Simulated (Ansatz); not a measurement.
**Sn9O16 (charge +3): geometry relaxation (part 2 of 3)**

Continued. System: Sn9O16 (defect cell, 25 atoms in the cell, total charge +3). Method: DFT PBE, scalar-relativistic, plane waves, PAW, spin-polarised (Ansatz 0.2.0); cutoff 420 eV, 3×3×3 k-mesh, Gaussian smearing of 0.01 eV, collinear spins. The structure derives from a Materials Project entry. It belongs to a series of runs on one base structure; here: Sn interstitial, charge +3, atoms relaxed at the host's cell.

## Log, continued
```
SCF iter   1: F=—  HF=-63327.732320 eV  |F-HF|=—  |Δ(HF+E_count)|=         —  Δρ=1.05e-3 (↑9.20e-4 ↓1.05e-3)  dr2=6.08e-3  dr2_m=4.64e-5  M=-0.000 μB ∫|m|=0.002 μB  β_m=0.30  ethr=2.90e-5  ⟨swp⟩=3.0  Hψ=8040  notcnv=0  defer=494
preconditioner: auto → Resta (q_TF=auto, 2.586 Å⁻¹)  ε∞=3.7  [insulator: Δε(μ)=0.169 eV  Ē_g=19.415 eV  σ=0.010 eV  W_gap=0.75  n_scr=84 (ndim 8)  ℏωp=31.6 eV  f_vac=0.040  D(μ)=6.66/eV (n_scr^D=36)  ε∞_Penn≈3.7]
spin=Collinear: Resta preconditioning applied to the charge; magnetization (m = ρ↑ − ρ↓) channel mixes plain (no charge-response kernel on spin).
SCF iter   2: F=—  HF=-63327.730728 eV  |F-HF|=—  |Δ(HF+E_count)|=   1.59e-3  Δρ=6.91e-4 (↑6.02e-4 ↓6.91e-4)  dr2=2.48e-3  dr2_m=2.42e-5  M=-0.000 μB ∫|m|=0.001 μB  β_m=0.55  ethr=2.77e-6  ⟨swp⟩=2.0  Hψ=4831  notcnv=0  defer=494
SCF iter   3: F=—  HF=-63327.729854 eV  |F-HF|=—  |Δ(HF+E_count)|=   8.74e-4  Δρ=9.42e-5 (↑9.42e-5 ↓9.31e-5)  dr2=7.98e-5  dr2_m=8.49e-7  M=-0.000 μB ∫|m|=0.000 μB  β_m=0.67  ethr=1.13e-6  ⟨swp⟩=2.0  Hψ=6534  notcnv=0  defer=494
SCF iter   4: F=—  HF=-63327.729764 eV  |F-HF|=—  |Δ(HF+E_count)|=   9.07e-5  Δρ=5.40e-5 (↑5.38e-5 ↓5.40e-5)  dr2=3.07e-5  dr2_m=1.12e-7  M=-0.000 μB ∫|m|=0.000 μB  β_m=0.69  ethr=3.65e-8  ⟨swp⟩=2.0  Hψ=6149  notcnv=0  defer=494
SCF iter   5: F=—  HF=-63327.729763 eV  |F-HF|=—  |Δ(HF+E_count)|=   5.90e-7  Δρ=1.61e-5 (↑1.61e-5 ↓1.60e-5)  dr2=3.31e-6  dr2_m=1.94e-9  M=-0.000 μB ∫|m|=0.000 μB  β_m=0.74  ethr=1.40e-8  ⟨swp⟩=2.1  Hψ=5035  notcnv=0  defer=494
SCF iter   6: F=—  HF=-63327.729763 eV  |F-HF|=—  |Δ(HF+E_count)|=   2.58e-7  Δρ=1.16e-5 (↑1.16e-5 ↓1.16e-5)  dr2=1.47e-6  dr2_m=1.67e-10  M=-0.000 μB ∫|m|=0.000 μB  β_m=0.62  ethr=1.51e-9  ⟨swp⟩=2.0  Hψ=5118  notcnv=0  defer=494
iter 7 did not close the SCF: its close was put off for a magnetic moment that had not settled (scf_convergence_deferred on its scf_iter line)
SCF iter   7: F=-63327.729763 eV  HF=-63327.729763 eV  |F-HF|=5.86e-8  |Δ(HF+E_count)|=   1.91e-7  Δρ=2.73e-6 (↑2.62e-6 ↓2.73e-6)  dr2=6.70e-8  dr2_m=2.77e-10  M=-0.000 μB ∫|m|=0.000 μB  β_m=0.74  ethr=4.57e-11  ⟨swp⟩=15.1  Hψ=29617  notcnv=0
SCF iter   8: F=-63327.729763 eV  HF=-63327.729763 eV  |F-HF|=4.07e-10  |Δ(HF+E_count)|=   7.23e-8  Δρ=1.40e-6 (↑1.40e-6 ↓1.39e-6)  dr2=2.10e-8  dr2_m=1.86e-11  M=-0.000 μB ∫|m|=0.000 μB  ethr=3.06e-11  ⟨swp⟩=7.0  Hψ=23609  notcnv=0
the starting moments were not kept: the SCF closed with an absolute magnetisation of 1.9e-6 μB, where they sum to 1 μB in size (5 sites). That is at most 0.1 of that sum. Measured as dr2_m measures the in/out step, that magnetisation stands 4.7e-13 eV from none, at or under the dr2_threshold of 1.0e-7 eV: it is no larger than a step whose dr2_m would equal this threshold.
SCF 5 converged in 8 iterations: F = -63327.729763 eV  dr2 = 2.10e-8
relax step   5: F+E_penalty+E_count = -63327.72976334 eV  Δ(F+E_penalty+E_count) = -1.434e-3 eV  max|allowed force component| = 9.521e-3 eV/Å  Δτ_max = 0.0164 Å  (8 SCF iters, accepted)
```

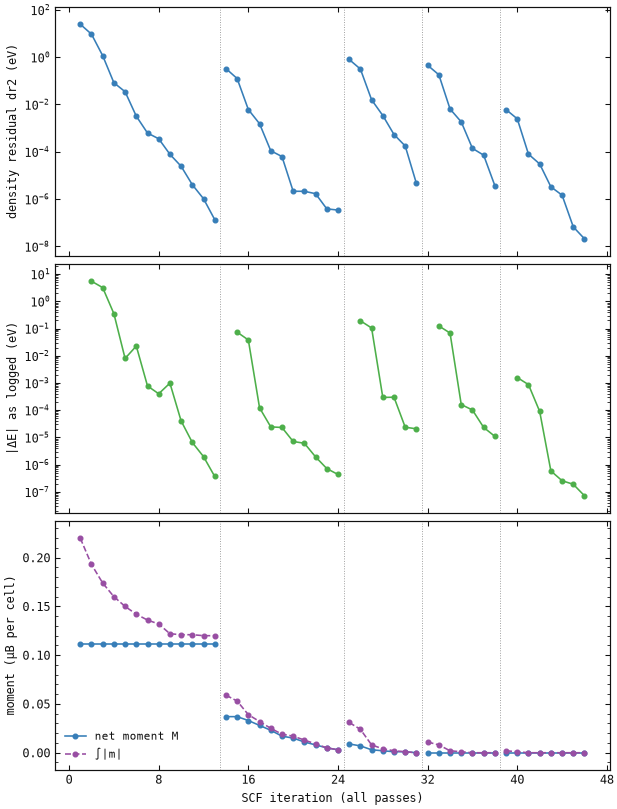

Fig. 1: Convergence of the self-consistent field: density residual dr2, size of the energy change and magnetic moment against the SCF iteration. The dotted lines part the SCF passes of the relaxation: geometry steps, rejected trials and re-solves on a re-selected basis. The 5 passes take 7 to 13 iterations each, 46 in all. The net moment goes from 0.1 to 0.0 μB per cell, and ∫|m| falls to zero.

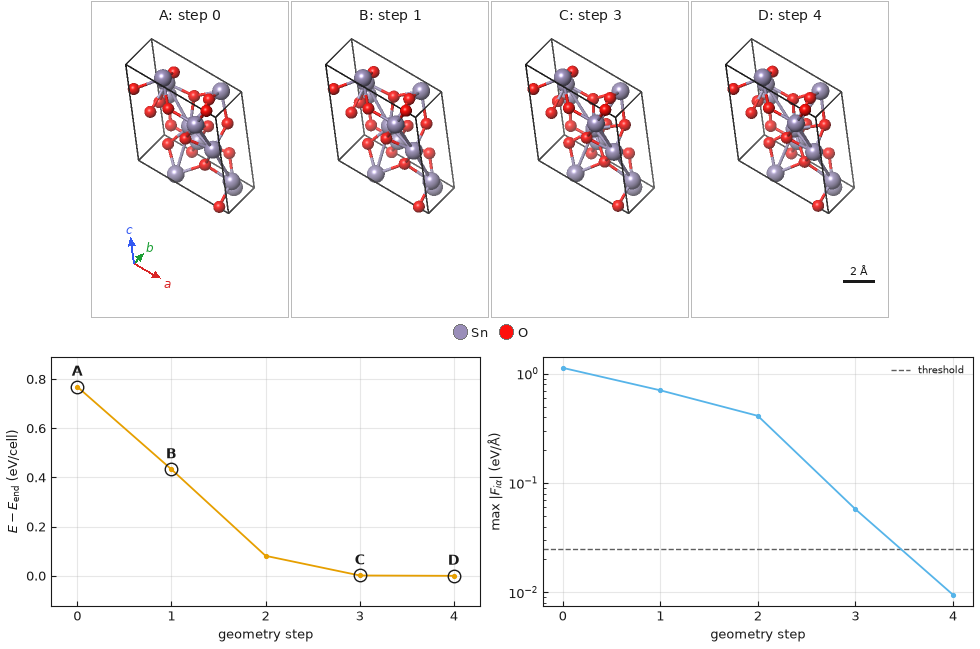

Fig. 2: Frames of the relaxation (ball-and-stick view of the cell of the calculation (origin shifted), seen slightly off an axis) above the curves, on which the letters mark them (the first geometry is step 0 here and step 1 in the log).

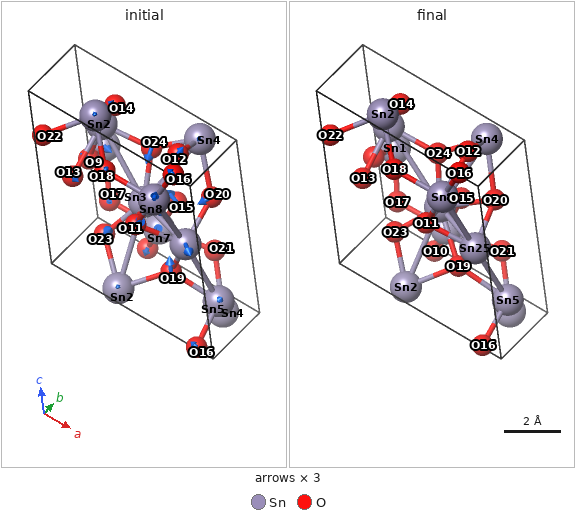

Fig. 3: Before (left) and after (right) the relaxation, at one scale (ball-and-stick view of the cell of the calculation (origin shifted), seen slightly off an axis). The blue arrows give the displacements, magnified 3 times. Sn3 moves most: 0.34 Å. By element the largest moves are Sn 0.34 Å, O 0.29 Å. The cell stays as it was. Among the contacts that change: Sn3–O19 2.701 → 2.252 Å, Sn3–O20 2.666 → 2.252 Å, Sn3–O11 2.561 → 2.283 Å, Sn3–Sn6 3.234 → 3.478 Å. Among the angles that change: Sn3–O24–Sn6 107.2° → 119.9°, Sn3–O11–Sn25 73.7° → 81.8°, Sn7–O11–Sn25 98.4° → 90.8°. Over 4 geometry steps the energy falls by 0.769 eV per cell of the calculation. Largest force component: 1.1 eV/Å at the start, 0.0095 eV/Å at the end. (Atoms are counted from 1 in the order of the input.)

```
SCF converged after 8 iterations
Magnetization: -0.0000 μB (109.5000 up, 109.5000 down)
Absolute magnetization: 0.0000 μB (∫|ρ↑−ρ↓|, with the PAW one-centre terms)
Spin contamination: 0.0000 ħ² per cell (⟨S²⟩ above its minimum at these occupations)
Per-site moments (μB) at R_I (Å): [(-2.4100054490386443e-9, 0.8194786401067299), (-4.147936452820634e-9, 0.8398206998640089), (-6.1490513203606165e-9, 0.8195192747259629), (-4.344246503200353e-9, 0.8398096122012433), (-3.4498524922313252e-9, 0.8358829651234989), (-3.950784851926359e-9, 0.8358631548785244), (-2.415144582278081e-10, 0.8358595011875919), (-3.152271863422663e-10, 0.8358500831306978), (4.301560567016813e-9, 0.8194786401067299), (-1.6804829726810777e-8, 0.8384173577650088), (-1.3144703373022913e-8, 0.8284590453958036), (-1.7015283437103145e-8, 0.8384134612629622), (-6.123957857544639e-8, 0.828449638564197), (-1.648098206374604e-8, 0.8384122249790343), (-3.968705251463851e-8, 0.8195192747259629), (-1.425856230350158e-8, 0.8384178289636512), (-7.734359310478202e-9, 0.8217676870821632), (-8.498187719177618e-9, 0.8217714237202857), (-3.314571386272776e-8, 0.8789971329039536), (-2.191668419853973e-8, 0.8789815396625508), (-2.906194218625013e-8, 0.8790935168264096), (-2.5008775602933716e-8, 0.8790822853546837), (8.510202104196009e-8, 0.8217301685481204), (9.088360115903467e-8, 0.82173555155905), (2.830700398601813e-9, 0.828449638564197)]
Free energy (F): -63327.729763 eV
Harris-Foulkes:  -63327.729763 eV  (|F-HF|=4.07e-10)
Internal energy: -63327.729430 eV  (E = F + TS)
E sigma→0 (E₀):  -63327.729597 eV
Entropy (-TS):   -0.000333 eV (-0.013 meV/atom)
Fermi energy:    12.390755 eV
--- Per-component energies (eV) ---
  E_band       = -466.017354
  E_kinetic    = 4480.587158
  E_local      = -12038.145096  (includes V_loc(G=0)·N_el)
  E_nonlocal   = 499.682329
  E_hartree    = 6411.527628
  E_xc         = -4575.881215
  E_vxc        = -2317.752338  (∫ρ·V_xc dr)
  E_paw        = -39848.756203  (= ΣΔE_a)
  E_vpaw       = -3913.486858  (= ΣTr[D̂ρ^β])
  E_aug_tail   = 0.038721  (compensation charges beyond the density's cutoff)
  E_ewald      = -18256.782751
  E_smearing   = -0.000333  (= −TS)
  E_closure    = 0.000000  (closes the sum)
  E_deformation_potential = 55.177216  (in the stress; not in F)
  Σ components = -63327.729763   (vs F -63327.729763, Δ=0.00e0)
--- Forces (eV/Å), atoms counted from 1 ---
  atom   1  Sn    -0.00070529     0.00635456     0.00024645
  atom   2  Sn     0.00101495    -0.00018846    -0.00018216
  atom   3  Sn     0.00102612    -0.00952085     0.00029458
  atom   4  Sn    -0.00075104    -0.00043127     0.00030981
  atom   5  Sn     0.00339970     0.00334549    -0.00444196
  atom   6  Sn     0.00436268     0.00449131     0.00370409
  atom   7  Sn    -0.00466056    -0.00282688    -0.00473759
  atom   8  Sn    -0.00551073    -0.00345551     0.00416099
  atom   9  O      0.00625649    -0.00384212     0.00005589
  atom  10  O      0.00168146    -0.00298551    -0.00388692
  atom  11  O     -0.00172368    -0.00042847    -0.00028047
  atom  12  O      0.00186372    -0.00193863     0.00423060
  atom  13  O      0.00184329    -0.00015722    -0.00018986
  atom  14  O     -0.00165830     0.00191575     0.00347287
  atom  15  O     -0.00447866     0.00431833     0.00044338
  atom  16  O     -0.00223693     0.00310802    -0.00368080
  atom  17  O     -0.00223712     0.00094949     0.00496049
  atom  18  O     -0.00260417     0.00097774    -0.00520200
  atom  19  O      0.00139591     0.00159810     0.00417259
  atom  20  O      0.00251890     0.00111947    -0.00383070
  atom  21  O     -0.00135310    -0.00131400     0.00416028
  atom  22  O     -0.00236954    -0.00090914    -0.00376948
  atom  23  O      0.00285374     0.00035847     0.00643543
  atom  24  O      0.00294116     0.00007898    -0.00650029
  atom  25  Sn    -0.00089504    -0.00061072     0.00005138
  max |Σ_I F_I| component: 2.60e-5 eV/Å
--- Charged-cell corrections in eV (Makov–Payne, q = +3.000 e, ε = [14.025, 14.025, 10.894]) ---
  F (periodic)     = -63327.729763  (uncorrected; the corrections below are reported, never added to it)
  E_corr1          = +2.136276  (monopole, q²α_M/2ε̄L, of the cell on which ε is isotropic)
  F Makov-Payne    = -63325.593487  (F + E_corr1; no measured alignment; for a localised charge, not one spread in a band: unchecked)
  no potential alignment in this run, which stands beside a crystal: run the host's input off ansatz write-host-input, and read the two finished runs by ansatz place-levels (neither reads a slab, a wire or a sheet, whose cell leaves a vacuum)
--- Band table (eV; the first three rows and the last of 28) ---
  k-point 0 ↑: bands = ["-11.2465", "-10.9234", "-10.8681", "-10.7597", "-10.7467", "-10.5556", "-10.5503", "-10.5084", "-10.4253", "-10.3618", "-10.3611", "-10.3610", "-10.3063", "-10.2746", "-10.2728", "-10.1186", "-10.1107", "-10.0572", "-10.0128", "-9.9797", "-9.9788", "-9.9684", "-9.9270", "-9.9048", "-9.8975", "-9.8806", "-9.8187", "-9.8011", "-9.7916", "-9.7698", "-9.7676", "-9.7648", "-9.7501", "-9.7258", "-9.7254", "-9.7116", "-9.6936", "-9.6798", "-9.6688", "-9.6683", "-9.6646", "-9.6342", "-9.6324", "-9.6233", "-9.6184", "-8.9414", "-7.5741", "-7.3450", "-7.2659", "-7.2558", "-7.1038", "-6.9908", "-6.9465", "-6.8789", "-6.7907", "-6.7701", "-6.2746", "-6.1923", "-5.8520", "-5.7206", "-5.3790", "2.0110", "2.6871", "3.0312", "3.0365", "3.2092", "3.2739", "3.3162", "3.5944", "5.1264", "5.3910", "5.4080", "5.8702", "5.8831", "5.9435", "6.1169", "6.2811", "6.3271", "6.4065", "6.5773", "6.7121", "6.7561", "6.7978", "6.8469", "6.9358", "7.0672", "7.1418", "7.2956", "7.3918", "7.4580", "7.5462", "7.7090", "7.8458", "8.0952", "8.1281", "8.3651", "8.6062", "8.6335", "8.6748", "8.7467", "8.7631", "8.7717", "8.9017", "8.9959", "9.0055", "9.1257", "9.2950", "9.3838", "9.4968", "10.4259", "14.0713", "14.2577", "14.2789", "14.5991", "14.6282", "15.1735", "15.4055", "15.4862", "15.5228", "15.9547", "17.3899", "17.7897", "18.0990", "18.4080", "18.7412", "18.8802", "19.2159", "19.3955", "19.4425", "19.5741", "19.6705", "19.9711", "19.9935", "20.0339", "20.1755"]
  k-point 1 ↑: bands = ["-11.2183", "-10.8795", "-10.8672", "-10.8226", "-10.7324", "-10.6938", "-10.5463", "-10.5076", "-10.4485", "-10.4350", "-10.3685", "-10.3111", "-10.2707", "-10.2466", "-10.1567", "-10.1084", "-10.0529", "-10.0338", "-9.9927", "-9.9730", "-9.9553", "-9.9494", "-9.9453", "-9.9360", "-9.9075", "-9.8985", "-9.8515", "-9.8302", "-9.7960", "-9.7922", "-9.7642", "-9.7380", "-9.7342", "-9.7338", "-9.7178", "-9.7115", "-9.6901", "-9.6869", "-9.6732", "-9.6642", "-9.6467", "-9.6434", "-9.6400", "-9.6309", "-9.6240", "-8.8111", "-8.0909", "-7.5330", "-7.5126", "-7.3057", "-6.9348", "-6.8317", "-6.7996", "-6.7657", "-6.6587", "-6.4614", "-6.1306", "-6.1072", "-5.9510", "-5.8146", "-5.5532", "2.0590", "2.2290", "2.2613", "2.4606", "3.0838", "4.1015", "4.1967", "4.3330", "5.0532", "5.3950", "5.4294", "5.7292", "5.8498", "5.9648", "6.2705", "6.2937", "6.3407", "6.3623", "6.5743", "6.6610", "6.7146", "6.7273", "7.0497", "7.1395", "7.2132", "7.2587", "7.3589", "7.3735", "7.4388", "7.4939", "7.6259", "7.6339", "7.7354", "7.8489", "8.0070", "8.3483", "8.4980", "8.5680", "8.6434", "8.8094", "8.8676", "8.8838", "9.0295", "9.0347", "9.1298", "9.2884", "9.3767", "9.4505", "11.8327", "13.7956", "13.8545", "13.9767", "14.2692", "14.3880", "14.4969", "15.7407", "16.0412", "16.3639", "16.9149", "17.0937", "17.2214", "17.6013", "18.3382", "18.3396", "18.6521", "18.6765", "19.2840", "19.3250", "19.6904", "19.8245", "20.0696", "20.3260", "20.4528", "20.4595"]
  k-point 2 ↑: bands = ["-11.2228", "-10.9070", "-10.9032", "-10.7818", "-10.7389", "-10.6876", "-10.5548", "-10.5478", "-10.5241", "-10.4027", "-10.3044", "-10.2923", "-10.2639", "-10.1958", "-10.1543", "-10.1321", "-10.0511", "-10.0122", "-9.9922", "-9.9704", "-9.9602", "-9.9544", "-9.9268", "-9.9233", "-9.9061", "-9.8905", "-9.8435", "-9.7988", "-9.7931", "-9.7833", "-9.7700", "-9.7514", "-9.7318", "-9.7234", "-9.7201", "-9.7063", "-9.6998", "-9.6820", "-9.6802", "-9.6597", "-9.6531", "-9.6433", "-9.6323", "-9.6307", "-9.6233", "-8.7263", "-8.0457", "-7.7028", "-7.5048", "-7.3699", "-7.1330", "-7.0295", "-6.9440", "-6.8516", "-6.6864", "-6.4748", "-6.0524", "-5.9770", "-5.6944", "-5.6592", "-5.4639", "2.3910", "2.5618", "2.8095", "2.9795", "3.0717", "3.3461", "3.7039", "4.0164", "4.8325", "5.0672", "5.3195", "5.4823", "5.6527", "5.7383", "5.8280", "5.9585", "6.0837", "6.1782", "6.4643", "6.5436", "6.6637", "6.8486", "6.8701", "7.1114", "7.1902", "7.2796", "7.3337", "7.5939", "7.6665", "7.8892", "8.0500", "8.1336", "8.2030", "8.2317", "8.4069", "8.4499", "8.5184", "8.5668", "8.6348", "8.6817", "8.7740", "8.8392", "8.9033", "9.0546", "9.2113", "9.2989", "9.3539", "9.3652", "11.8835", "13.6624", "14.2862", "14.5082", "14.5720", "14.7464", "14.9409", "15.2106", "15.6541", "16.0345", "16.5667", "17.2145", "17.6311", "17.7377", "17.9481", "18.5391", "18.7689", "19.0136", "19.1369", "19.2125", "19.4342", "19.5707", "19.8692", "20.0226", "20.1599", "20.3641"]
```
